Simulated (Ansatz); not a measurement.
**Run report: Si, geometry relaxation (part 2 of 3)**

Continued. System: Si (8 atoms in the cell). Method: DFT r2SCAN, scalar-relativistic, plane waves, PAW, no spin polarisation (Ansatz 0.2.0); cutoff 500 eV, 8×8×6 k-mesh, Gaussian smearing of 0.15 eV. The structure derives from a Materials Project entry. It belongs to a series of runs on one base structure; here: all atoms moved at random, sigma 0.05 A a component, cell strained at random, sigma 0.01; relaxed back.

Geometry of the input (Å; fractional positions):
```
4.5949  -2.4791  0.0173
4.5849  2.4604  -0.0155
0.0010  -0.0359  5.4152
Si 0.4873  0.5031  0.7667
Si 0.5018  0.5021  0.2420
Si 0.0082  0.9949  0.2746
Si 1.0006  0.0085  0.7298
Si 0.7160  0.7302  0.4949
Si 0.2227  0.2254  -0.0146
Si 0.2856  0.2670  0.5037
Si 0.7779  0.7687  0.0029
```

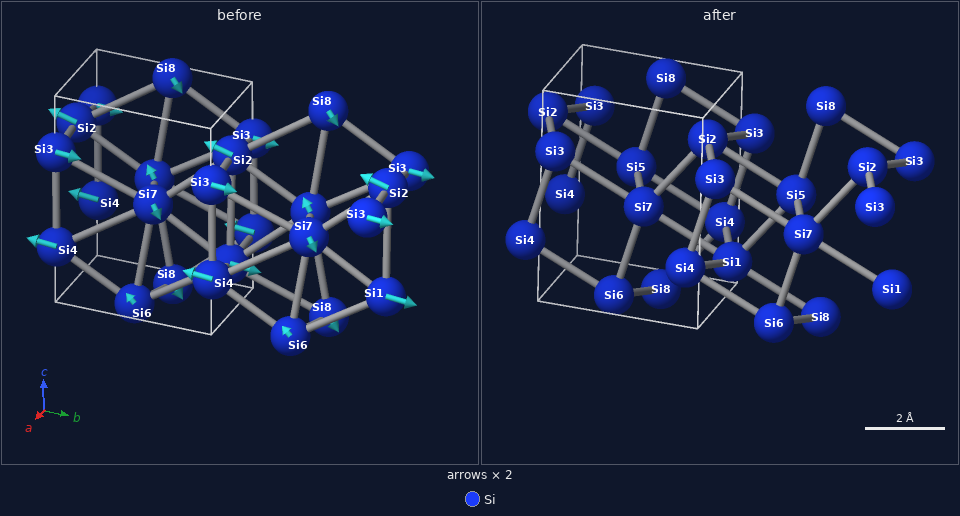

**Figure 1.** Before (left) and after (right) the relaxation, at one scale (ball-and-stick view of the reduced cell, repeated 1 × 2 × 1, seen slightly off an axis). The teal arrows give the displacements (without the part carried along by the change of the cell), magnified 2 times. After 14 geometry steps the energy has fallen by 20.0 meV per atom. Largest force component: 0.53 eV/Å at the start, 0.0012 eV/Å at the end. The pressure goes from −0.63 to 0.02 GPa. The line search rejected the trial steps at points 6, 10, 11 (counted from 0) and went back. The atom that moves furthest relative to the cell is Si1 (0.42 Å). The volume changes by −0.9 %, with a 4.940 → 4.713 Å (−4.6 %), b 5.203 → 5.230 Å (+0.5 %), c 5.415 → 5.537 Å (+2.3 %), α 89.7° → 87.3°, β 89.2° → 90.0°, γ 61.9° → 63.2°. Distances before and after: Si1–Si6 2.757 → 3.247 Å, Si4–Si7 2.779 → 3.247 Å, Si5–Si8 2.791 → 3.235 Å, Si2–Si8 2.807 → 3.247 Å. Among the angles that change: Si1–Si2–Si7 123.0° → 156.2°, Si2–Si1–Si5 123.7° → 156.2°, Si3–Si2–Si3 171.8° → 141.9°. The space group (tolerance 0.01 Å) goes from P1 (No. 1) to C2/m (No. 12). A last SCF at the same geometry on a re-selected plane-wave basis shifts the energy by +0.0 meV per atom. (Atoms are counted from 1 in the order of the input.)

```
basis re-selected at this cell: Δ(F+E_penalty+E_count) = +1.869e-4 eV, ΔP = +0.001 GPa vs the last step (what re-selecting the basis moved, of the pressure what is left beyond the Pulay correction that the steps carried, after the strain that the cell walked since its last selection, with what the two solves' SCF thresholds leave and, on support functions, any second-order correction that the steps lacked; it is no measure of the basis error at this ecutwfc). The dense FFT grid was sized anew with the basis: this SCF ran on 40×40×45 points, the steps before it on 40×40×40, so part of this shift can come from that change (see relax.cell in the input reference). This SCF's stress stands 5.97e-2 GPa from its target on what of the cell is left free (relax.cell.stress_tol is 1.00e-1 GPa) and its largest allowed force component is 1.16e-3 eV/Å (relax.f_tol is 1.00e-2 eV/Å): within both
SCF converged after 4 iterations
Free energy (F): -5109.127856 eV
Harris-Foulkes:  -5109.127856 eV  (|F-HF|=2.69e-10)
Internal energy: -5109.096155 eV  (E = F + TS)
E sigma→0 (E₀):  -5109.112005 eV
Entropy (-TS):   -0.031701 eV (-3.963 meV/atom)
Fermi energy:    9.764249 eV
--- Per-component energies (eV) ---
  E_band       = 127.560627
  E_kinetic    = 329.138060
  E_local      = -11.006577  (includes V_loc(G=0)·N_el)
  E_nonlocal   = 196.168249
  E_hartree    = 9.679781
  E_xc         = -415.925801
  E_vxc        = -405.477070  (∫ρ·V_xc dr)
  E_paw        = -4153.361704  (= ΣΔE_a)
  E_vpaw       = -17.410791  (= ΣTr[D̂ρ^β])
  E_aug_tail   = 0.000038  (compensation charges beyond the density's cutoff)
  E_vtau       = 16.789176  (kinetic-family band-sum trace: ∫τ·v_τ [+ j·A + Jᵃ·Aᵃ] dr)
  E_ewald      = -1063.176738
  E_core_change = -0.611464  (= ΣΔE_core)
  E_smearing   = -0.031701  (= −TS)
  E_closure    = -0.000000  (closes the sum)
  Σ components = -5109.127856   (vs F -5109.127856, Δ=0.00e0)
--- Forces (eV/Å), atoms counted from 1 ---
  atom   1  Si    -0.00073035     0.00068341     0.00014778
  atom   2  Si     0.00093537     0.00072866     0.00013163
  atom   3  Si    -0.00063748     0.00002176    -0.00076112
  atom   4  Si     0.00083843     0.00032763     0.00092354
  atom   5  Si     0.00014042    -0.00043615     0.00089443
  atom   6  Si     0.00097565    -0.00026933    -0.00007191
  atom   7  Si    -0.00036033    -0.00045433    -0.00090431
  atom   8  Si    -0.00116169    -0.00060166    -0.00036004
  max |Σ_I F_I| component: 2.33e-8 eV/Å
--- Stress (GPa, compression-positive) ---
       -0.009216       0.000435      -0.029823
        0.000435       0.059574       0.002439
       -0.029823       0.002439       0.003551
  P = ⅓ Tr σ = 0.0180 GPa (0.180 kbar)
--- Band table (eV; the first three rows and the last of 196) ---
  k-point 0: bands = ["-4.7878", "0.0545", "0.0557", "1.7243", "2.4491", "3.0152", "3.0164", "4.2847", "4.2861", "6.3349", "6.3354", "6.8397", "7.2188", "7.6931", "7.6937", "7.7297", "7.7785", "8.0909", "8.3604", "10.7206", "11.6207", "14.4432", "15.2635", "16.5221"]
  k-point 1: bands = ["-4.6501", "-1.3925", "1.6720", "1.8337", "2.5882", "3.1189", "3.1591", "4.3405", "4.4752", "5.1274", "6.1008", "6.2175", "6.5028", "6.6628", "7.4731", "7.8568", "9.1118", "9.2380", "9.4065", "11.5496", "12.2172", "12.5559", "15.9621", "16.5016"]
  k-point 2: bands = ["-4.2377", "-2.6019", "2.1562", "2.8986", "2.9888", "3.4809", "3.5155", "4.6329", "4.7404", "4.9103", "4.9809", "5.0839", "5.5327", "5.8139", "6.4693", "8.3778", "9.6178", "10.8294", "11.2383", "12.7214", "13.1539", "13.6767", "13.7565", "15.7851"]
  k-point 195: bands = ["-2.0022", "-2.0020", "-1.6600", "-1.6598", "2.5601", "2.5603", "3.7888", "3.7890", "7.4208", "7.4209", "7.7378", "7.7380", "8.5019", "8.5019", "8.6173", "8.6175", "9.5297", "9.5298", "11.7051", "11.7056", "11.8973", "11.8974", "11.9917", "11.9918"]
--- Relaxed structure (15 steps of the walk, 12 accepted, 1 SCFs on fresh bases) ---
  F+E_penalty+E_count = -5109.12785585 eV   max|allowed force component| = 1.162e-3 eV/Å   (the final SCF, on the basis selected at the relaxed cell)
  cell:  # Å, volume = 121.6810 Å³
    - [4.6678859482439305, -2.356600484655385, -0.12288954277118885]
    - [4.667939178496825, 2.356067122716264, -0.1239518138908384]
    - [-0.1456235638290477, 0.001043258796682725, 5.535228747999938]
  atoms:
    - { symbol: Si, position: [0.5383811876406219, 0.5383023648814613, 0.7882385040783461] }
    - { symbol: Si, position: [0.461675611404931, 0.4615974797499068, 0.21171138722135496] }
    - { symbol: Si, position: [0.038354494678794204, 1.0383171892735226, 0.2882607137866369] }
    - { symbol: Si, position: [0.9616840029828888, -0.03839995394292203, 0.7116958840590766] }
    - { symbol: Si, position: [0.7116407578061977, 0.711703958922806, 0.4617291498320102] }
    - { symbol: Si, position: [0.2116315256714673, 0.21168446955841025, -0.03823248458795943] }
    - { symbol: Si, position: [0.28830938918747406, 0.28838963509610366, 0.5383137404008048] }
    - { symbol: Si, position: [0.7883230307276251, 0.7884048564607116, 0.03828310510972895] }
```

## Trajectory as extended XYZ (Å, eV, eV/Å), 16 frames, from step=1 to step=16
```
8
Lattice="4.5949 -2.4791 0.0173 4.5849 2.4604 -0.0155 0.0010 -0.0359 5.4152" Properties=species:S:1:pos:R:3:forces:R:3 step=1 energy=-5108.96781 pressure_GPa=-0.63
Si    4.5468    0.0023    4.1525    0.1891  -0.2017   0.4567
Si    4.6080   -0.0172    1.3115   -0.1194  -0.1446  -0.5314
Si    4.5994    2.4179    1.4718   -0.0606   0.2363  -0.0871
Si    4.6375   -2.4858    3.9690   -0.3412   0.0431  -0.0221
Si    6.6387    0.0038    2.6810    0.2642  -0.3712   0.1107
Si    2.0564    0.0030   -0.0787    0.1897  -0.1020   0.2688
Si    2.5367   -0.0691    2.7282   -0.2342   0.3774  -0.1540
Si    7.0989   -0.0374    0.0171    0.1125   0.1628  -0.0418
8
Lattice="4.6090 -2.4693 -0.0250 4.5997 2.4519 0.0296 0.0029 0.0596 5.3592" Properties=species:S:1:pos:R:3:forces:R:3 step=2 energy=-5109.02435 pressure_GPa=0.23
Si    4.5713    0.0369    4.1278    0.1455   0.0025   0.2387
Si    4.6220    0.0211    1.2710   -0.0901  -0.1725  -0.3021
Si    4.6057    2.4601    1.4896   -0.0180   0.1485  -0.0049
Si    4.6365   -2.4290    3.8947   -0.1890   0.0079  -0.0629
Si    6.6732    0.0340    2.6592    0.1372  -0.2112   0.1069
Si    2.0722    0.0096   -0.0542    0.1102  -0.0874   0.1860
Si    2.5363   -0.0047    2.6908   -0.1336   0.2417  -0.1088
Si    7.1264   -0.0187    0.0170    0.0379   0.0705  -0.0531
8
Lattice="4.6446 -2.4336 0.0037 4.6426 2.4304 0.0196 0.0139 0.0178 5.3714" Properties=species:S:1:pos:R:3:forces:R:3 step=3 energy=-5109.05508 pressure_GPa=0.47
Si    4.6385    0.0115    4.1505    0.0427   0.0001   0.1333
Si    4.6549    0.0077    1.2616   -0.0295  -0.0590  -0.1670
Si    4.6494    2.4338    1.4799   -0.0060   0.0478   0.0192
Si    4.6649   -2.4224    3.9266   -0.0587   0.0067  -0.0474
Si    6.7373    0.0093    2.6901    0.0091  -0.0554   0.0340
Si    2.0916    0.0022   -0.0237   -0.0175  -0.0238   0.0665
Si    2.5598    0.0013    2.6952    0.0020   0.0660  -0.0224
Si    7.1941   -0.0029    0.0276    0.0580   0.0175  -0.0163
8
Lattice="4.6200 -2.4601 -0.0003 4.6203 2.4608 -0.0011 -0.0009 -0.0012 5.3371" Properties=species:S:1:pos:R:3:forces:R:3 step=4 energy=-5109.07498 pressure_GPa=0.13
Si    4.6213   -0.0003    4.1120   -0.0003  -0.0043   0.0011
Si    4.6191   -0.0003    1.2219   -0.0025   0.0037   0.0037
Si    4.6221    2.4606    1.4437   -0.0017  -0.0032  -0.0017
Si    4.6165   -2.4614    3.8915    0.0026   0.0042   0.0016
Si    6.7088   -0.0004    2.6680    0.0037   0.0016  -0.0049
Si    2.0885    0.0002   -0.0011    0.0045   0.0004  -0.0027
Si    2.5314   -0.0004    2.6693   -0.0052  -0.0009   0.0000
Si    7.1508    0.0008    0.0003   -0.0012  -0.0015   0.0028
8
Lattice="4.6223 -2.4490 -0.0090 4.6221 2.4486 -0.0094 -0.0108 -0.0005 5.3685" Properties=species:S:1:pos:R:3:forces:R:3 step=5 energy=-5109.07505 pressure_GPa=0.20
Si    4.6624   -0.0029    4.1426    0.0100  -0.0051  -0.0352
Si    4.5762    0.0009    1.2134   -0.0266   0.0051   0.0208
Si    4.6500    2.4513    1.4503    0.0323  -0.0163  -0.0131
Si    4.5790   -2.4541    3.8920   -0.0208   0.0253   0.0319
Si    6.6896   -0.0029    2.6327    0.0241   0.0231  -0.0112
Si    2.0732    0.0008   -0.0250    0.0113   0.0057  -0.0378
Si    2.5463    0.0011    2.7217   -0.0239  -0.0205   0.0035
Si    7.1685    0.0027    0.0043   -0.0065  -0.0172   0.0410
8
Lattice="4.6285 -2.4490 -0.0118 4.6285 2.4489 -0.0109 -0.0134 0.0010 5.3705" Properties=species:S:1:pos:R:3:forces:R:3 step=6 energy=-5109.07663 pressure_GPa=0.03
Si    4.6773   -0.0012    4.1429    0.0160  -0.0046  -0.0332
Si    4.5709    0.0016    1.2117   -0.0303   0.0002   0.0158
Si    4.6644    2.4514    1.4500    0.0411  -0.0102  -0.0136
Si    4.5748   -2.4524    3.8898   -0.0300   0.0213   0.0331
Si    6.6948   -0.0012    2.6211    0.0248   0.0145  -0.0116
Si    2.0736    0.0006   -0.0332    0.0137   0.0038  -0.0403
Si    2.5508    0.0014    2.7304   -0.0250  -0.0131   0.0052
Si    7.1811    0.0021    0.0076   -0.0104  -0.0118   0.0445
8
Lattice="4.6987 -2.4436 -0.0593 4.6990 2.4440 -0.0476 -0.0630 0.0131 5.4089" Properties=species:S:1:pos:R:3:forces:R:3 step=7 energy=-5109.05005 pressure_GPa=-1.58 accepted=F
Si    4.9126    0.0107    4.1547    0.0037  -0.0016  -0.0149
Si    4.4271    0.0067    1.1687   -0.0073  -0.0255  -0.0542
Si    4.8819    2.4458    1.4363    0.1283   0.0217   0.0125
Si    4.4450   -2.4330    3.8492   -0.0949  -0.0028   0.0327
Si    6.7271    0.0112    2.4123    0.0032  -0.0293   0.4269
Si    2.0617   -0.0008   -0.1718    0.0504  -0.0053   0.2932
Si    2.6089    0.0039    2.8910   -0.0179   0.0258  -0.4471
Si    7.3372   -0.0035    0.0588   -0.0655   0.0170  -0.2491
8
Lattice="4.6205 -2.4396 -0.0330 4.6197 2.4378 -0.0416 -0.0441 -0.0092 5.3816" Properties=species:S:1:pos:R:3:forces:R:3 step=8 energy=-5109.09441 pressure_GPa=0.58
Si    4.7448   -0.0110    4.1366    0.0114   0.0004  -0.0924
Si    4.4606   -0.0041    1.1693   -0.0606   0.0293   0.0931
Si    4.7364    2.4397    1.4292    0.0815  -0.0383  -0.0112
Si    4.4489   -2.4513    3.8657   -0.0460   0.0220   0.0381
Si    6.6538   -0.0121    2.5294    0.0595   0.0618  -0.0143
Si    2.0587    0.0000   -0.0980    0.0434   0.0181  -0.0595
Si    2.5450   -0.0002    2.7842   -0.0458  -0.0577   0.0026
Si    7.1804    0.0043    0.0296   -0.0435  -0.0355   0.0437
8
Lattice="4.6417 -2.4250 -0.0726 4.6433 2.4275 -0.0692 -0.0837 0.0043 5.4184" Properties=species:S:1:pos:R:3:forces:R:3 step=9 energy=-5109.11468 pressure_GPa=-0.14
Si    4.8099    0.0045    4.1328    0.0184   0.0029  -0.0039
Si    4.3906    0.0017    1.1426   -0.0153   0.0057   0.0044
Si    4.8496    2.4292    1.4235    0.0340  -0.0061   0.0058
Si    4.3501   -2.4213    3.8509   -0.0248  -0.0045  -0.0047
Si    6.6664    0.0029    2.4654    0.0122   0.0083   0.0186
Si    2.0677    0.0002   -0.1730    0.0018   0.0024   0.0210
Si    2.5351    0.0033    2.8122   -0.0133  -0.0068  -0.0144
Si    7.2199    0.0020    0.0336   -0.0130  -0.0020  -0.0267
8
Lattice="4.6857 -2.3450 -0.1138 4.6846 2.3427 -0.1170 -0.1362 -0.0008 5.5696" Properties=species:S:1:pos:R:3:forces:R:3 step=10 energy=-5109.11777 pressure_GPa=-0.35
Si    4.9514    0.0002    4.2643   -0.0193  -0.0119   0.0276
Si    4.2876   -0.0004    1.0814    0.0158  -0.0182  -0.0445
Si    5.0151    2.3406    1.4779   -0.0086   0.0206   0.0317
Si    4.2221   -2.3449    3.8659    0.0163   0.0047  -0.0283
Si    6.6227   -0.0004    2.4024   -0.0750  -0.0204   0.0026
Si    2.0041   -0.0013   -0.2582   -0.0682  -0.0024  -0.0280
Si    2.6115   -0.0020    2.9315    0.0540   0.0183  -0.0005
Si    7.3582   -0.0034    0.0201    0.0849   0.0093   0.0393
8
Lattice="4.4806 -2.4031 -0.1290 4.4723 2.3856 -0.1768 -0.1805 -0.0516 5.4287" Properties=species:S:1:pos:R:3:forces:R:3 step=11 energy=-5108.41217 pressure_GPa=7.76 accepted=F
Si    4.8320   -0.0786    4.0942   -1.0838   0.0929  -0.1937
Si    3.9694   -0.0224    0.9951    0.8164   0.0429   0.3648
Si    4.8722    2.4007    1.3251   -0.6798  -0.1081   0.2059
Si    3.8637   -2.4750    3.7620    0.9644   0.0509   0.0565
Si    6.3790   -0.0757    2.2161   -0.8138   0.2228   1.1241
Si    1.9934    0.0145   -0.3090   -0.8387   0.0367   0.7926
Si    2.4034   -0.0139    2.9367    0.7152  -0.2442  -1.3122
Si    6.9567    0.0258    0.0424    0.9200  -0.0939  -1.0380
8
Lattice="4.6293 -2.3970 -0.0836 4.6267 2.3916 -0.0946 -0.1051 -0.0108 5.4601" Properties=species:S:1:pos:R:3:forces:R:3 step=12 energy=-5109.11574 pressure_GPa=0.97 accepted=F
Si    4.8455   -0.0155    4.1737   -0.0432   0.0131  -0.0310
Si    4.3114   -0.0062    1.1036   -0.0087   0.0226   0.0503
Si    4.8897    2.3933    1.4337   -0.0183  -0.0320   0.0200
Si    4.2566   -2.4111    3.8445    0.0273   0.0148  -0.0050
Si    6.6001   -0.0164    2.4265    0.0254   0.0559   0.0250
Si    2.0273    0.0024   -0.2081    0.0122   0.0016  -0.0019
Si    2.5520   -0.0045    2.8588   -0.0092  -0.0446  -0.0369
Si    7.2260    0.0036    0.0349    0.0146  -0.0314  -0.0203
8
Lattice="4.6654 -2.3674 -0.1098 4.6655 2.3669 -0.1109 -0.1302 0.0009 5.5217" Properties=species:S:1:pos:R:3:forces:R:3 step=13 energy=-5109.12754 pressure_GPa=-0.03
Si    4.9028    0.0001    4.2210   -0.0105   0.0033   0.0065
Si    4.2962   -0.0007    1.0764    0.0087   0.0035   0.0003
Si    4.9671    2.3668    1.4604   -0.0086  -0.0007   0.0022
Si    4.2317   -2.3667    3.8376    0.0087  -0.0023   0.0016
Si    6.6012    0.0005    2.4047    0.0000   0.0003  -0.0074
Si    1.9997   -0.0001   -0.2443    0.0060   0.0002  -0.0111
Si    2.6015    0.0011    2.8998    0.0012  -0.0031  -0.0004
Si    7.3330   -0.0001    0.0267   -0.0056  -0.0012   0.0085
8
Lattice="4.6686 -2.3505 -0.1263 4.6686 2.3499 -0.1274 -0.1497 0.0011 5.5375" Properties=species:S:1:pos:R:3:forces:R:3 step=14 energy=-5109.12764 pressure_GPa=0.20
Si    4.9147    0.0007    4.2326    0.0051  -0.0007  -0.0039
Si    4.2730   -0.0002    1.0515   -0.0053   0.0001   0.0037
Si    4.9896    2.3500    1.4632    0.0045   0.0006  -0.0038
Si    4.1982   -2.3497    3.8207   -0.0053   0.0002   0.0042
Si    6.5695   -0.0001    2.3722   -0.0043   0.0001   0.0041
Si    1.9759   -0.0001   -0.2696   -0.0046  -0.0001   0.0034
Si    2.6177    0.0003    2.9114    0.0050   0.0004  -0.0036
Si    7.3612   -0.0003    0.0158    0.0050  -0.0006  -0.0041
8
Lattice="4.6679 -2.3566 -0.1229 4.6679 2.3561 -0.1240 -0.1456 0.0010 5.5352" Properties=species:S:1:pos:R:3:forces:R:3 step=15 energy=-5109.12804 pressure_GPa=0.02
Si    4.9111    0.0003    4.2302   -0.0006   0.0007   0.0003
Si    4.2789   -0.0002    1.0579    0.0009   0.0007   0.0000
Si    4.9839    2.3563    1.4622   -0.0005   0.0000  -0.0007
Si    4.2061   -2.3560    3.8260    0.0008   0.0003   0.0008
Si    6.5768    0.0003    2.3801    0.0000  -0.0004   0.0008
Si    1.9816    0.0000   -0.2639    0.0009  -0.0003  -0.0002
Si    2.6136    0.0006    2.9085   -0.0003  -0.0004  -0.0008
Si    7.3545   -0.0002    0.0173   -0.0011  -0.0006  -0.0003
8
Lattice="4.6679 -2.3566 -0.1229 4.6679 2.3561 -0.1240 -0.1456 0.0010 5.5352" Properties=species:S:1:pos:R:3:forces:R:3 step=16 energy=-5109.12786 pressure_GPa=0.02
Si    4.9111    0.0003    4.2302   -0.0007   0.0007   0.0001
Si    4.2789   -0.0002    1.0579    0.0009   0.0007   0.0001
Si    4.9839    2.3563    1.4622   -0.0006   0.0000  -0.0008
Si    4.2061   -2.3560    3.8260    0.0008   0.0003   0.0009
Si    6.5768    0.0003    2.3801    0.0001  -0.0004   0.0009
Si    1.9816    0.0000   -0.2639    0.0010  -0.0003  -0.0001
Si    2.6136    0.0006    2.9085   -0.0004  -0.0005  -0.0009
Si    7.3545   -0.0002    0.0173   -0.0012  -0.0006  -0.0004
```

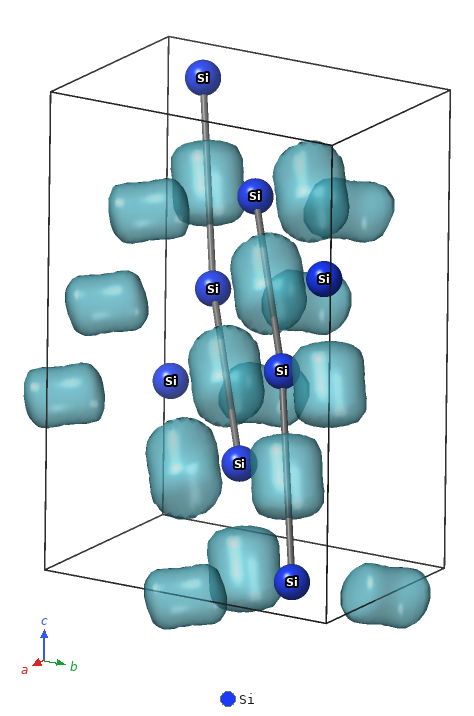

**Figure 2.** Isosurface of the electron localisation function at 0.8 (cyan), seen slightly off an axis. Only the valence region is drawn (cores and ρ < 0.01 e/Å³ removed). Sticks mark near contacts. The outline is the calculation cell. Along the contacts the grid gives the following. Si–Si (2.49 Å): the ELF peaks at about 0.90 between the atoms (localised, shared-pair bonding). In a PAW calculation such maps are meaningful between the atoms, not at the nuclei.
